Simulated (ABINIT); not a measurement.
Optical-spectrum calculation of P (part 2 of 2)

Continued. System: P (Cmce, 4 atoms in the cell). Method: Kohn-Sham DFT of a periodic cell, PBEsol, PseudoDojo NC SR PBEsol v0.4.1 standard, no spin polarisation (ABINIT 10.8.3); cutoff 489.81 eV, 8×8×8 k-mesh, fermi-dirac of 0.05 eV. The structure derives from a Materials Project entry.

Geometry of the input (Å; fractional positions):
```
1.6477  -5.4650  0.0000
1.6477  5.4650  0.0000
0.0000  0.0000  4.5436
P  0.9041  0.0959  0.5888
P  0.0959  0.9041  0.4112
P  0.5959  0.4041  0.0888
P  0.4041  0.5959  0.9112
```

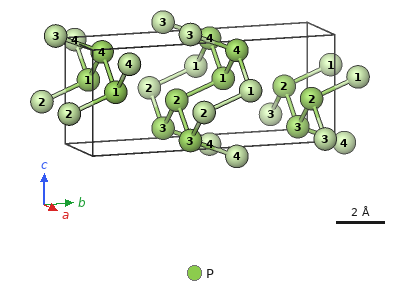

Figure 1. The structure as given in the input (ball-and-stick view of the cell 2 times as large as that of the calculation, set on its symmetry axes, seen slightly off an axis; neighbours outside the cell are drawn fainter; atoms are numbered from 1 in the order of the input).

## The program's output, continued
```
--- !ResultsGS
iteration_state: {dtset: 1, }
comment   : Summary of ground state results
lattice_vectors:
- [  3.1137832, -10.3274246,   0.0000000, ]
- [  3.1137832,  10.3274246,   0.0000000, ]
- [  0.0000000,   0.0000000,   8.5862269, ]
lattice_lengths: [  10.78663,   10.78663,    8.58623, ]
lattice_angles: [ 90.000,  90.000, 146.443, ] # degrees, (23, 13, 12)
lattice_volume:   5.5222080E+02
convergence: {deltae: -5.649E-13, res2:  2.605E-13, residm:  2.926E-05, diffor: null, }
etotal    :  -2.76813265E+01
entropy   :   0.00000000E+00
fermie    :   1.97192892E-01
cartesian_stress_tensor: # hartree/bohr^3
- [  4.08512424E-05,   0.00000000E+00,   0.00000000E+00, ]
- [  0.00000000E+00,   1.00000594E-05,   0.00000000E+00, ]
- [  0.00000000E+00,   0.00000000E+00,   1.85446045E-05, ]
pressure_GPa:  -6.8057E-01
xred      :
- [  9.0414E-01,   9.5857E-02,   5.8882E-01,  P]
- [  9.5857E-02,   9.0414E-01,   4.1118E-01,  P]
- [  5.9586E-01,   4.0414E-01,   8.8815E-02,  P]
- [  4.0414E-01,   5.9586E-01,   9.1118E-01,  P]
cartesian_forces: # hartree/bohr
- [  3.68801000E-19,   2.39673213E-03,  -5.21165737E-03, ]
- [ -1.08103746E-18,  -2.39673213E-03,   5.21165737E-03, ]
- [  3.43435463E-19,  -2.39673213E-03,  -5.21165737E-03, ]
- [  3.68801000E-19,   2.39673213E-03,   5.21165737E-03, ]
force_length_stats: {min:   5.73634879E-03, max:   5.73634879E-03, mean:   5.73634879E-03, }
...

 Integrated electronic density in atomic spheres:
 ------------------------------------------------
 Atom  Sphere_radius  Integrated_density
    1        2.00000          2.76722544
    2        2.00000          2.76722544
    3        2.00000          2.76060209
    4        2.00000          2.76060209
================================================================================

 ----iterations are completed or convergence reached----

 Mean square residual over all n,k,spin=   91.181E-09; max=  29.256E-06
 reduced coordinates (array xred) for    4 atoms
       0.904143130000      0.095856870000      0.588815170000
       0.095856870000      0.904143130000      0.411184830000
       0.595856870000      0.404143130000      0.088815170000
       0.404143130000      0.595856870000      0.911184830000
 rms dE/dt=  3.2801E-02; max dE/dt=  4.4748E-02; dE/dt below (all hartree)
    1       0.024752070236     -0.024752070236      0.044748472617
    2      -0.024752070236      0.024752070236     -0.044748472617
    3      -0.024752070236      0.024752070236      0.044748472617
    4       0.024752070236     -0.024752070236     -0.044748472617

 cartesian coordinates (angstrom) at end:
    1      1.64774312410000    -4.41731490357999     2.67536156234390
    2      1.64774312410000     4.41731490357999     1.86827402765610
    3      1.64774312410000    -1.04772282152001     0.40354376734390
    4      1.64774312410000     1.04772282152001     4.14009182265610

 cartesian forces (hartree/bohr) at end:
    1      0.00000000000000     0.00239673212546    -0.00521165737144
    2     -0.00000000000000    -0.00239673212546     0.00521165737144
    3      0.00000000000000    -0.00239673212546    -0.00521165737144
    4      0.00000000000000     0.00239673212546     0.00521165737144
 frms,max,avg= 3.3118825E-03 5.2116574E-03   0.000E+00  0.000E+00  0.000E+00 h/b

 cartesian forces (eV/Angstrom) at end:
    1      0.00000000000000     0.12324492116178    -0.26799419719963
    2     -0.00000000000000    -0.12324492116178     0.26799419719963
    3      0.00000000000000    -0.12324492116178    -0.26799419719963
    4      0.00000000000000     0.12324492116178     0.26799419719963
 frms,max,avg= 1.7030385E-01 2.6799420E-01   0.000E+00  0.000E+00  0.000E+00 e/A
 length scales=  1.889726125908  1.889726125908  1.889726125908 bohr
              =  1.000000000000  1.000000000000  1.000000000000 angstroms
 Fermi (or HOMO) energy (hartree) =   0.19719   Average Vxc (hartree)=  -0.35034
 Eigenvalues (hartree) for nkpt= 105  k points:
 kpt#   1, nband= 14, wtk=  0.00195, kpt=  0.0000  0.0000  0.0000 (reduced coord)
  -0.38648   -0.28496   -0.16425   -0.05467    0.01452    0.01511    0.04573    0.09218
   0.10103    0.15127    0.21448    0.22950    0.26257    0.29845
      occupation numbers for kpt#   1
   2.00000    2.00000    2.00000    2.00000    2.00000    2.00000    2.00000    2.00000
   2.00000    2.00000    0.00016    0.00000    0.00000    0.00000
 prteigrs : prtvol=0 or 1, do not print more k-points.

--- !EnergyTerms
iteration_state     : {dtset: 1, }
comment             : Components of total free energy in Hartree
kinetic             :  1.00314111820974E+01
hartree             :  3.62841244085972E+00
xc                  : -8.12843216985675E+00
Ewald energy        : -2.47391988684535E+01
psp_core            :  1.05931672400175E+00
local_psp           : -1.37336430265926E+01
non_local_psp       :  4.20082671956107E+00
internal            : -2.76813069983828E+01
'-kT*entropy'       : -1.95498523315254E-05
total_energy        : -2.76813265482352E+01
total_energy_eV     : -7.53247268505155E+02
band_energy         : -1.11822605117133E+00
...

 Cartesian components of stress tensor (hartree/bohr^3)
  sigma(1 1)=  4.08512424E-05  sigma(3 2)=  0.00000000E+00
  sigma(2 2)=  1.00000594E-05  sigma(3 1)=  0.00000000E+00
  sigma(3 3)=  1.85446045E-05  sigma(2 1)=  0.00000000E+00

-Cartesian components of stress tensor (GPa)         [Pressure= -6.8057E-01 GPa]
- sigma(1 1)=  1.20188505E+00  sigma(3 2)=  0.00000000E+00
- sigma(2 2)=  2.94211905E-01  sigma(3 1)=  0.00000000E+00
- sigma(3 3)=  5.45601100E-01  sigma(2 1)=  0.00000000E+00

================================================================================
== DATASET  2 ==================================================================

--- !DatasetInfo
iteration_state: {dtset: 2, }
dimensions: {natom: 4, nkpt: 105, mband: 26, nsppol: 1, nspinor: 1, nspden: 1, mpw: 2029, }
cutoff_energies: {ecut:  18.0, pawecutdg:  -1.0, }
electrons: {nelect:   2.00000000E+01, charge:   0.00000000E+00, occopt:   3.00000000E+00, tsmear:   1.83747000E-03, }
meta: {optdriver: 0, ionmov: 0, optcell: 0, iscf: -3, paral_kgb: 0, }
...

 mkfilename : getden/=0, take file _DEN from output of DATASET   1.

 Real(R)+Recip(G) space primitive vectors, cartesian coordinates (Bohr,Bohr^-1):
 R(1)=  3.1137832-10.3274246  0.0000000  G(1)=  0.1605764 -0.0484148  0.0000000
 R(2)=  3.1137832 10.3274246  0.0000000  G(2)=  0.1605764  0.0484148  0.0000000
 R(3)=  0.0000000  0.0000000  8.5862269  G(3)=  0.0000000  0.0000000  0.1164656
 Unit cell volume ucvol=  5.5222080E+02 bohr^3
 Angles (23,13,12)=  9.00000000E+01  9.00000000E+01  1.46443224E+02 degrees

 getcut: wavevector=  0.0000  0.0000  0.0000  ngfft=  45  45  36
         ecut(hartree)=     18.000   => boxcut(ratio)=   2.13663
--------------------------------------------------------------------------------

================================================================================

--- !BeginCycle
iteration_state: {dtset: 2, }
solver: {iscf: -3, nstep: 120, nline: 4, wfoptalg: 0, }
tolerances: {tolwfr: 1.00E-12, }
...

     iter   Etot(hartree)      deltaE(h)  residm     vres2
 Non-SCF case, kpt    1 (  0.00000  0.00000  0.00000), residuals and eigenvalues=
  1.56E-13  6.46E-13  5.97E-13  1.80E-13  1.66E-13  5.79E-13  4.28E-13  3.66E-13
  9.39E-13  6.49E-13  4.70E-13  4.90E-13  2.95E-13  5.02E-13  5.91E-13  3.85E-13
  7.98E-13  1.98E-13  5.66E-13  9.52E-13  7.94E-13  9.30E-13  5.21E-13  4.15E-11
  1.93E-08  2.03E-07
 -3.8648E-01 -2.8496E-01 -1.6425E-01 -5.4666E-02  1.4520E-02  1.5110E-02
  4.5734E-02  9.2176E-02  1.0103E-01  1.5127E-01  2.1448E-01  2.2950E-01
  2.6257E-01  2.9845E-01  3.9313E-01  4.2267E-01  4.4450E-01  4.6400E-01
  4.7194E-01  4.9195E-01  5.0139E-01  5.0715E-01  5.1838E-01  5.7964E-01
  6.1581E-01  6.2703E-01
 prteigrs : prtvol=0 or 1, do not print more k-points.

--- !ResultsGS
iteration_state: {dtset: 2, }
comment   : Summary of ground state results
lattice_vectors:
- [  3.1137832, -10.3274246,   0.0000000, ]
- [  3.1137832,  10.3274246,   0.0000000, ]
- [  0.0000000,   0.0000000,   8.5862269, ]
lattice_lengths: [  10.78663,   10.78663,    8.58623, ]
lattice_angles: [ 90.000,  90.000, 146.443, ] # degrees, (23, 13, 12)
lattice_volume:   5.5222080E+02
convergence: {deltae:  0.000E+00, res2:  0.000E+00, residm:  9.995E-13, diffor:  0.000E+00, }
etotal    :  -2.76813265E+01
entropy   :   0.00000000E+00
fermie    :   1.97192890E-01
cartesian_stress_tensor: null
pressure_GPa: null
xred      :
- [  9.0414E-01,   9.5857E-02,   5.8882E-01,  P]
- [  9.5857E-02,   9.0414E-01,   4.1118E-01,  P]
- [  5.9586E-01,   4.0414E-01,   8.8815E-02,  P]
- [  4.0414E-01,   5.9586E-01,   9.1118E-01,  P]
cartesian_forces: null
force_length_stats: {min: null, max: null, mean: null, }
...

 Integrated electronic density in atomic spheres:
 ------------------------------------------------
 Atom  Sphere_radius  Integrated_density
    1        2.00000          2.76722543
    2        2.00000          2.76722543
    3        2.00000          2.76060208
    4        2.00000          2.76060208
================================================================================

 ----iterations are completed or convergence reached----

 Mean square residual over all n,k,spin=   49.492E-14; max=  99.951E-14
 reduced coordinates (array xred) for    4 atoms
       0.904143130000      0.095856870000      0.588815170000
       0.095856870000      0.904143130000      0.411184830000
       0.595856870000      0.404143130000      0.088815170000
       0.404143130000      0.595856870000      0.911184830000

 cartesian coordinates (angstrom) at end:
    1      1.64774312410000    -4.41731490357999     2.67536156234390
    2      1.64774312410000     4.41731490357999     1.86827402765610
    3      1.64774312410000    -1.04772282152001     0.40354376734390
    4      1.64774312410000     1.04772282152001     4.14009182265610
 length scales=  1.889726125908  1.889726125908  1.889726125908 bohr
              =  1.000000000000  1.000000000000  1.000000000000 angstroms
 Eigenvalues (hartree) for nkpt= 105  k points:
 kpt#   1, nband= 26, wtk=  0.00195, kpt=  0.0000  0.0000  0.0000 (reduced coord)
  -0.38648   -0.28496   -0.16425   -0.05467    0.01452    0.01511    0.04573    0.09218
   0.10103    0.15127    0.21448    0.22950    0.26257    0.29845    0.39313    0.42267
   0.44450    0.46400    0.47194    0.49195    0.50139    0.50715    0.51838    0.57964
   0.61581    0.62703
      occupation numbers for kpt#   1
   2.00000    2.00000    2.00000    2.00000    2.00000    2.00000    2.00000    2.00000
   2.00000    2.00000    0.00016    0.00000    0.00000    0.00000    0.00000    0.00000
   0.00000    0.00000    0.00000    0.00000    0.00000    0.00000    0.00000    0.00000
   0.00000    0.00000
 prteigrs : prtvol=0 or 1, do not print more k-points.

--- !EnergyTerms
iteration_state     : {dtset: 2, }
comment             : Components of total free energy in Hartree
kinetic             :  1.00314111567818E+01
hartree             :  3.62841244085973E+00
xc                  : -8.12843216985675E+00
Ewald energy        : -2.47391988684535E+01
psp_core            :  1.05931672400175E+00
local_psp           : -1.37336430265926E+01
non_local_psp       :  4.20082666001931E+00
internal            : -2.76813070832402E+01
'-kT*entropy'       : -1.95498516118439E-05
total_energy        : -2.76813266330918E+01
...

--- !EnergyTermsDC
iteration_state     : {dtset: 2, }
comment             : '"Double-counting" decomposition of free energy'
band_energy         : -1.11822607658021E+00
Ewald energy        : -2.47391988684535E+01
psp_core            :  1.05931672400175E+00
xc_dc               : -2.88319877735118E+00
internal            : -2.76813069983831E+01
'-kT*entropy'       : -1.95498516118439E-05
total_energy_dc     : -2.76813265482347E+01
...

================================================================================
== DATASET  3 ==================================================================

--- !DatasetInfo
iteration_state: {dtset: 3, }
dimensions: {natom: 4, nkpt: 105, mband: 22, nsppol: 1, nspinor: 1, nspden: 1, mpw: 2029, }
cutoff_energies: {ecut:  18.0, pawecutdg:  -1.0, }
electrons: {nelect:   2.00000000E+01, charge:   0.00000000E+00, occopt:   3.00000000E+00, tsmear:   1.83747000E-03, }
meta: {optdriver: 8, wfk_task: 7, }
...

 mkfilename : getwfk/=0, take file _WFK from output of DATASET   2.

--------------------------------------------------------------------------------

 Computation of velocity matrix elements (DDK)

 Parameters extracted from the Abinit header:
    ecut:     18.0
    nkpt:    512
    mband:   26
    nsppol:  1
    nspinor: 1
    useylm:  0
    inclvkb: 2
    bmin: 1, bmax: 26
    Computing diagonal and off-diagonal matrix elements
    Between band index bmin: 1, bmax: 26

== END DATASET(S) ==============================================================
================================================================================

 -outvars: echo values of variables after computation  --------
            acell      1.8897261259E+00  1.8897261259E+00  1.8897261259E+00 Bohr
           etotal1    -2.7681326548E+01
           etotal2    -2.7681326548E+01
           etotal3     0.0000000000E+00
            fcart1     3.6880100020E-19  2.3967321255E-03 -5.2116573714E-03
                      -1.0810374634E-18 -2.3967321255E-03  5.2116573714E-03
                       3.4343546301E-19 -2.3967321255E-03 -5.2116573714E-03
                       3.6880100020E-19  2.3967321255E-03  5.2116573714E-03
            fcart3     0.0000000000E+00  0.0000000000E+00  0.0000000000E+00
                       0.0000000000E+00  0.0000000000E+00  0.0000000000E+00
                       0.0000000000E+00  0.0000000000E+00  0.0000000000E+00
                       0.0000000000E+00  0.0000000000E+00  0.0000000000E+00
            rprim      1.6477431241E+00 -5.4650377251E+00  0.0000000000E+00
                       1.6477431241E+00  5.4650377251E+00  0.0000000000E+00
                       0.0000000000E+00  0.0000000000E+00  4.5436355900E+00
           strten1     4.0851242400E-05  1.0000059389E-05  1.8544604450E-05
                       0.0000000000E+00  0.0000000000E+00  0.0000000000E+00
           strten3     0.0000000000E+00  0.0000000000E+00  0.0000000000E+00
                       0.0000000000E+00  0.0000000000E+00  0.0000000000E+00
           xangst      1.6477431241E+00 -4.4173149036E+00  2.6753615623E+00
                       1.6477431241E+00  4.4173149036E+00  1.8682740277E+00
                       1.6477431241E+00 -1.0477228215E+00  4.0354376734E-01
                       1.6477431241E+00  1.0477228215E+00  4.1400918227E+00
             xred      9.0414313000E-01  9.5856870000E-02  5.8881517000E-01
                       9.5856870000E-02  9.0414313000E-01  4.1118483000E-01
                       5.9585687000E-01  4.0414313000E-01  8.8815170000E-02
                       4.0414313000E-01  5.9585687000E-01  9.1118483000E-01
 Calculation completed.
```

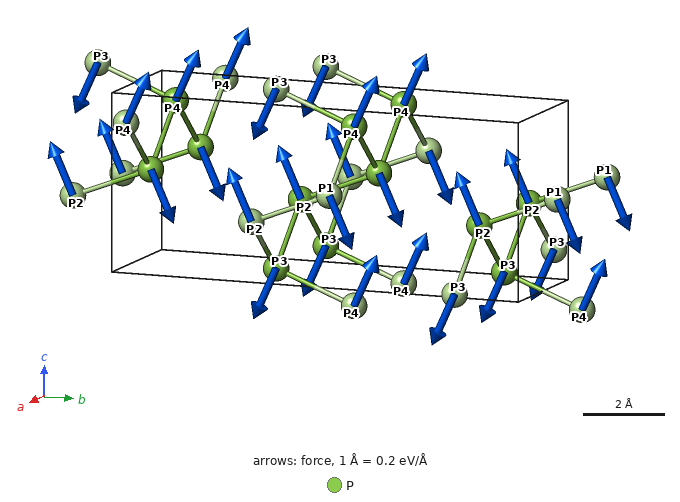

Figure 2. Forces on the atoms as blue arrows (ball-and-stick view of the cell 2 times as large as that of the calculation, set on its symmetry axes, seen slightly off an axis; neighbours outside the cell are drawn fainter; atoms are numbered from 1 in the order of the input). The largest act on all 4 P atoms (0.29 eV/Å). The geometry is not a stationary point of this energy.

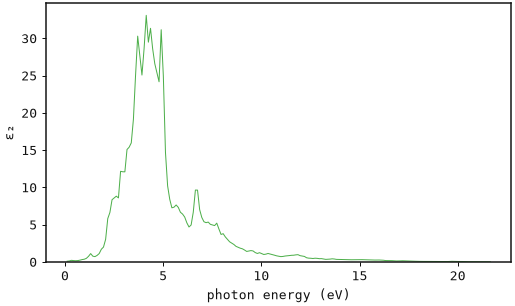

Figure 3. Imaginary part of the dielectric function (first component that the program prints). The highest peak, 33.1, lies at 4.14 eV.
